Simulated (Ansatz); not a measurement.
## Geometry relaxation, with input and output: Ta4N3 (part 2 of 2)

The same run, continued: Ta4N3 (I4/mmm, 7 atoms in the cell); DFT r2SCAN, scalar-relativistic, plane waves, PAW, no spin polarisation (Ansatz 0.2.0); cutoff 500 eV, 12×12×12 k-mesh, Gaussian smearing of 0.1 eV. The structure derives from a Materials Project entry. It belongs to a series of runs on one base structure; here: volume × 1.10, shape and atoms relaxed.

Geometry of the input (Å; fractional positions):
```
-2.2602  2.2602  4.4309
2.2602  -2.2602  4.4309
2.2602  2.2602  -4.4309
Ta -0.0000  0.5000  0.5000
Ta 0.2695  0.2695  -0.0000
Ta 0.5000  0.0000  0.5000
Ta 0.7305  0.7305  0.0000
N  0.7500  0.2500  0.5000
N  0.0000  0.0000  0.0000
N  0.2500  0.7500  0.5000
```

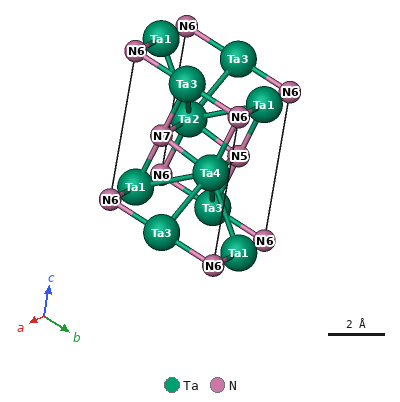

Fig. 1: The geometry at step 2 of the log (ball-and-stick view of the reduced cell, seen slightly off an axis; atoms are numbered from 1 in the order of the input).

Output, continued:
```
SCF iter   1: F=—  HF=-40938.456328 eV  |F-HF|=—  |Δ(HF+E_count)|=         —  Δρ=3.65e-4  dr2=1.14e-4  dr2_τ=1.08e-3  ethr=1.69e-7  ⟨swp⟩=2.2  Hψ=32325  notcnv=0
preconditioner: auto → Kerker (q_TF=auto, 2.595 Å⁻¹)  [metal: Δε(μ)=0.008 eV  Ē_g=8.741 eV  σ=0.100 eV  W_gap=0.04  n_scr=30 (ndim 8)  ℏωp=23.1 eV  f_vac=0.000  D(μ)=2.06/eV (n_scr^D=14)]
SCF iter   2: F=—  HF=-40938.456785 eV  |F-HF|=—  |Δ(HF+E_count)|=   4.57e-4  Δρ=2.15e-4  dr2=3.69e-5  dr2_τ=7.31e-7  ethr=1.69e-7  ⟨swp⟩=2.0  Hψ=12091  notcnv=0
SCF iter   3: F=—  HF=-40938.456780 eV  |F-HF|=—  |Δ(HF+E_count)|=   4.38e-6  Δρ=5.87e-5  dr2=4.44e-6  dr2_τ=5.05e-7  ethr=5.50e-8  ⟨swp⟩=2.0  Hψ=9189  notcnv=0
SCF iter   4: F=—  HF=-40938.456780 eV  |F-HF|=—  |Δ(HF+E_count)|=   7.18e-7  Δρ=2.85e-5  dr2=1.08e-6  dr2_τ=5.29e-8  ethr=6.63e-9  ⟨swp⟩=2.0  Hψ=9154  notcnv=0
SCF iter   5: F=—  HF=-40938.456780 eV  |F-HF|=—  |Δ(HF+E_count)|=   7.18e-8  Δρ=1.77e-5  dr2=2.72e-7  dr2_τ=1.72e-8  ethr=1.61e-9  ⟨swp⟩=2.1  Hψ=8286  notcnv=0
SCF iter   6: F=-40938.456780 eV  HF=-40938.456780 eV  |F-HF|=4.22e-10  |Δ(HF+E_count)|=   2.00e-9  Δρ=2.46e-6  dr2=5.51e-9  dr2_τ=3.22e-10  ethr=1.52e-10  ⟨swp⟩=10.3  Hψ=45428  notcnv=0
SCF 3 converged in 6 iterations: F = -40938.456780 eV  dr2 = 5.51e-9
relax step   3: F+E_penalty+E_count = -40938.45677969 eV  Δ(F+E_penalty+E_count) = -1.031e-4 eV  max|allowed force component| = 2.254e-4 eV/Å  Δτ_max = 0.0026 Å  P = -25.289 GPa  Ω = 90.537 Å³  energy of the carried Pulay correction = +1.478e-15 eV  fix = [volume]  reactions: volume -25.289 GPa  (6 SCF iters, dr2 threshold 1.02e-7 eV, accepted)
Initial wavefunctions: pseudopotential atomic-orbital guess (no wavefunctions were taken with the density)
iter 1 solved again at ethr=2.00e-8 eV; its pass at ethr=3.10e-3 eV (dr2=1.34e-5 eV) is discarded
SCF iter   1: F=—  HF=-40938.456779 eV  |F-HF|=—  |Δ(HF+E_count)|=         —  Δρ=1.44e-5  dr2=9.52e-9  dr2_τ=4.74e-9  ethr=2.00e-8  ⟨swp⟩=4.1  Hψ=47923  notcnv=0
preconditioner: auto → Kerker (q_TF=auto, 2.595 Å⁻¹)  [metal: Δε(μ)=0.009 eV  Ē_g=8.741 eV  σ=0.100 eV  W_gap=0.05  n_scr=30 (ndim 8)  ℏωp=23.1 eV  f_vac=0.000  D(μ)=2.06/eV (n_scr^D=14)]
SCF iter   2: F=—  HF=-40938.456779 eV  |F-HF|=—  |Δ(HF+E_count)|=   5.18e-7  Δρ=7.35e-6  dr2=3.56e-9  dr2_τ=1.35e-8  ethr=1.42e-11  ⟨swp⟩=3.4  Hψ=13906  notcnv=0
SCF iter   3: F=—  HF=-40938.456780 eV  |F-HF|=—  |Δ(HF+E_count)|=   2.79e-7  Δρ=9.13e-7  dr2=6.97e-10  dr2_τ=1.35e-10  ethr=5.31e-12  ⟨swp⟩=2.0  Hψ=9497  notcnv=0
SCF iter   4: F=-40938.456780 eV  HF=-40938.456780 eV  |F-HF|=2.08e-9  |Δ(HF+E_count)|=   1.68e-9  Δρ=6.74e-7  dr2=9.32e-11  dr2_τ=1.04e-10  ethr=1.00e-12  ⟨swp⟩=9.2  Hψ=35473  notcnv=0
SCF 4 converged in 4 iterations: F = -40938.456780 eV  dr2 = 9.32e-11
relax step   4: F+E_penalty+E_count = -40938.45677968 eV  Δ(F+E_penalty+E_count) = +1.238e-8 eV  max|allowed force component| = 2.613e-4 eV/Å  Δτ_max = 0.0000 Å  P = -25.289 GPa  Ω = 90.537 Å³  fix = [volume]  reactions: volume -25.289 GPa  stress off target by 1.44e-3 GPa on what of the cell is left free  SCF on the basis re-selected at this cell (its energy is not comparable with the rows above)  (4 SCF iters)
basis re-selected at this cell: Δ(F+E_penalty+E_count) = +1.238e-8 eV, ΔP = -0.000 GPa vs the last step (what re-selecting the basis moved, of the pressure what is left beyond the Pulay correction that the steps carried, after the strain that the cell walked since its last selection, with what the two solves' SCF thresholds leave and, on support functions, any second-order correction that the steps lacked; it is no measure of the basis error at this ecutwfc). This SCF's stress stands 1.44e-3 GPa from its target on what of the cell is left free (relax.cell.stress_tol is 1.00e-1 GPa) and its largest allowed force component is 2.61e-4 eV/Å (relax.f_tol is 1.00e-2 eV/Å): within both
SCF converged after 4 iterations
Free energy (F): -40938.456780 eV
Harris-Foulkes:  -40938.456780 eV  (|F-HF|=2.08e-9)
Internal energy: -40938.446489 eV  (E = F + TS)
E sigma→0 (E₀):  -40938.451634 eV
Entropy (-TS):   -0.010291 eV (-1.470 meV/atom)
Fermi energy:    18.488903 eV
--- Per-component energies (eV) ---
  E_band       = -444.298675
  E_kinetic    = 1850.076064
  E_local      = -2611.833203  (includes V_loc(G=0)·N_el)
  E_nonlocal   = 188.709832
  E_hartree    = 872.848720
  E_xc         = -994.539680
  E_vxc        = -1137.807163  (∫ρ·V_xc dr)
  E_paw        = -34075.924327  (= ΣΔE_a)
  E_vpaw       = -537.733554  (= ΣTr[D̂ρ^β])
  E_aug_tail   = 0.000365  (compensation charges beyond the density's cutoff)
  E_vtau       = 58.591601  (kinetic-family band-sum trace: ∫τ·v_τ [+ j·A + Jᵃ·Aᵃ] dr)
  E_ewald      = -6164.670446
  E_core_change = -3.113815  (= ΣΔE_core)
  E_smearing   = -0.010291  (= −TS)
  E_closure    = -0.000000  (closes the sum)
  Σ components = -40938.456780   (vs F -40938.456780, Δ=0.00e0)
--- Forces (eV/Å), atoms counted from 1 ---
  atom   1  Ta     0.00000000     0.00000000    -0.00000000
  atom   2  Ta     0.00000000    -0.00000000    -0.00026132
  atom   3  Ta     0.00000000     0.00000000    -0.00000000
  atom   4  Ta    -0.00000000    -0.00000000     0.00026132
  atom   5  N      0.00000000     0.00000000     0.00000000
  atom   6  N     -0.00000000     0.00000000     0.00000000
  atom   7  N      0.00000000     0.00000000     0.00000000
  max |Σ_I F_I| component: 6.94e-18 eV/Å
--- Stress (GPa, compression-positive) ---
      -25.290164       0.000000       0.000000
        0.000000     -25.290164       0.000000
       -0.000000       0.000000     -25.287998
  P = ⅓ Tr σ = -25.2894 GPa (-252.894 kbar)
--- Band table (eV; the first three rows and the last of 163) ---
  k-point 0: bands = ["-52.4825", "-52.4552", "-52.0866", "-52.0635", "-18.5309", "-18.5309", "-18.4327", "-18.3113", "-18.3113", "-18.1634", "-18.1634", "-18.1504", "-18.0615", "-17.8428", "-17.5311", "-17.5311", "0.0262", "1.3727", "1.4470", "11.5787", "12.1085", "12.1426", "12.1426", "13.2866", "13.2866", "13.3070", "14.3113", "14.4575", "14.7440", "14.7440", "17.3297", "17.3297", "17.8370", "17.8370", "17.8725", "19.4839", "19.4839", "19.5212", "19.9516", "21.5454", "21.5713"]
  k-point 1: bands = ["-52.4815", "-52.4560", "-52.0860", "-52.0643", "-18.5495", "-18.5178", "-18.4156", "-18.3338", "-18.3064", "-18.2126", "-18.1481", "-18.1147", "-18.0487", "-17.8507", "-17.5443", "-17.5268", "0.1117", "1.4321", "1.4943", "11.4292", "11.7767", "12.1189", "12.1952", "13.0158", "13.2059", "13.3198", "14.1438", "14.4314", "14.4374", "15.0064", "17.2703", "17.4082", "17.5537", "17.7692", "18.3460", "19.4825", "19.5310", "19.8877", "20.1325", "21.3058", "21.8115"]
  k-point 2: bands = ["-52.4788", "-52.4582", "-52.0841", "-52.0667", "-18.5958", "-18.4815", "-18.3915", "-18.3674", "-18.2930", "-18.2746", "-18.1068", "-18.0970", "-18.0181", "-17.8738", "-17.5754", "-17.5141", "0.3533", "1.5965", "1.6258", "11.0592", "11.1423", "12.0467", "12.1732", "12.4163", "12.9433", "12.9675", "13.7554", "14.1462", "14.2719", "15.6437", "17.1353", "17.4908", "17.6381", "17.6468", "19.0164", "19.5407", "19.6976", "20.4822", "20.5818", "20.8618", "21.6149"]
  k-point 162: bands = ["-52.4796", "-52.4561", "-52.0888", "-52.0636", "-18.5961", "-18.5961", "-18.2793", "-18.2793", "-18.2019", "-18.1990", "-18.1197", "-18.1197", "-18.0619", "-18.0366", "-17.5386", "-17.5386", "0.8229", "0.8509", "1.1907", "10.7123", "12.4627", "12.4627", "12.6837", "13.6508", "13.8469", "13.8469", "14.2433", "14.5962", "14.5962", "14.6681", "14.6681", "15.4677", "16.0013", "18.9626", "18.9626", "20.1797", "20.7767", "20.9743", "20.9743", "21.1550", "21.4686"]
--- Relaxed structure (3 steps of the walk, 3 accepted, 1 SCFs on fresh bases) ---
  F+E_penalty+E_count = -40938.45677968 eV   max|allowed force component| = 2.613e-4 eV/Å   (the final SCF, on the basis selected at the relaxed cell)
  cell:  # Å, volume = 90.5373 Å³
    - [-2.2592624102987298, 2.2592624102987298, 4.434390749911855]
    - [2.2592624102987298, -2.2592624102987298, 4.434390749911855]
    - [2.2592624102987298, 2.2592624102987298, -4.434390749911855]
  atoms:
    - { symbol: Ta, position: [8.502782703924332e-36, 0.5, 0.5] }
    - { symbol: Ta, position: [0.27074909045137047, 0.27074909045137047, 2.910154936193679e-35] }
    - { symbol: Ta, position: [0.5, -4.652672372662755e-35, 0.5] }
    - { symbol: Ta, position: [0.7292509095486296, 0.7292509095486296, 1.8450001883057962e-35] }
    - { symbol: N, position: [0.7500000000000001, 0.24999999999999994, 0.5000000000000001] }
    - { symbol: N, position: [1.869882593444652e-35, 5.265063352337278e-35, 3.17644362316565e-35] }
    - { symbol: N, position: [0.24999999999999994, 0.7500000000000001, 0.5000000000000001] }
```

Trajectory as extended XYZ (Å, eV, eV/Å), 4 frames, from step=1 to step=4:
```
7
Lattice="-2.2602 2.2602 4.4309 2.2602 -2.2602 4.4309 2.2602 2.2602 -4.4309" Properties=species:S:1:pos:R:3:forces:R:3 step=1 energy=-40938.45607 pressure_GPa=-25.36
Ta    2.2602    0.0000    0.0000    0.0000   0.0000   0.0000
Ta    0.0000    0.0000    2.3884    0.0000   0.0000   0.0613
Ta    0.0000    2.2602    0.0000    0.0000   0.0000   0.0000
Ta    0.0000    0.0000    6.4734    0.0000   0.0000  -0.0613
N     0.0000    2.2602    2.2154    0.0000   0.0000   0.0000
N     0.0000    0.0000    0.0000    0.0000   0.0000   0.0000
N     2.2602    0.0000    2.2154    0.0000   0.0000   0.0000
7
Lattice="-2.2602 2.2602 4.4307 2.2602 -2.2602 4.4307 2.2602 2.2602 -4.4307" Properties=species:S:1:pos:R:3:forces:R:3 step=2 energy=-40938.45668 pressure_GPa=-25.31
Ta    2.2602    0.0000    0.0000    0.0000   0.0000   0.0000
Ta    0.0000    0.0000    2.3966    0.0000   0.0000   0.0124
Ta    0.0000    2.2602    0.0000    0.0000   0.0000   0.0000
Ta    0.0000    0.0000    6.4649    0.0000   0.0000  -0.0124
N     0.0000    2.2602    2.2154    0.0000   0.0000   0.0000
N     0.0000    0.0000    0.0000    0.0000   0.0000   0.0000
N     2.2602    0.0000    2.2154    0.0000   0.0000   0.0000
7
Lattice="-2.2593 2.2593 4.4344 2.2593 -2.2593 4.4344 2.2593 2.2593 -4.4344" Properties=species:S:1:pos:R:3:forces:R:3 step=3 energy=-40938.45678 pressure_GPa=-25.29
Ta    2.2593    0.0000    0.0000    0.0000   0.0000   0.0000
Ta    0.0000    0.0000    2.4012    0.0000   0.0000  -0.0002
Ta    0.0000    2.2593    0.0000    0.0000   0.0000   0.0000
Ta    0.0000    0.0000    6.4676    0.0000   0.0000   0.0002
N     0.0000    2.2593    2.2172    0.0000   0.0000   0.0000
N     0.0000    0.0000    0.0000    0.0000   0.0000   0.0000
N     2.2593    0.0000    2.2172    0.0000   0.0000   0.0000
7
Lattice="-2.2593 2.2593 4.4344 2.2593 -2.2593 4.4344 2.2593 2.2593 -4.4344" Properties=species:S:1:pos:R:3:forces:R:3 step=4 energy=-40938.45678 pressure_GPa=-25.29
Ta    2.2593    0.0000    0.0000    0.0000   0.0000   0.0000
Ta    0.0000    0.0000    2.4012    0.0000   0.0000  -0.0003
Ta    0.0000    2.2593    0.0000    0.0000   0.0000   0.0000
Ta    0.0000    0.0000    6.4676    0.0000   0.0000   0.0003
N     0.0000    2.2593    2.2172    0.0000   0.0000   0.0000
N     0.0000    0.0000    0.0000    0.0000   0.0000   0.0000
N     2.2593    0.0000    2.2172    0.0000   0.0000   0.0000
```

Results in brief:

```csv
quantity,value
outcome,converged
space group (tolerance 0.01 Å),I4/mmm (139)
electrons treated,67
free energy,−40938.4568 eV
Fermi energy,18.489 eV
gap on the k-point mesh,none (metallic)
pressure,−25.29 GPa
final volume,90.54 Å³
largest force (length of the vector) at the end,under 0.001 eV/Å
final cell,"a = 5.466 Å, b = 5.466 Å, c = 5.466 Å, α = 131.17°, β = 131.17°, γ = 71.55°"
hardware,"2 threads of Oxide Virtual Turin-like (Zen 5), 32 GiB of memory available, shared host"
wall time,2.5 min (CPU time 4.9 min)
peak memory,1.1 GiB
```

Remarks:

Spin–orbit coupling is left out, which matters for Ta. The cell holds an odd number of electrons but the run has no spin polarisation, so a band is left half filled. The cell is under a tension of 25 GPa at this level, so it is not at its equilibrium volume.
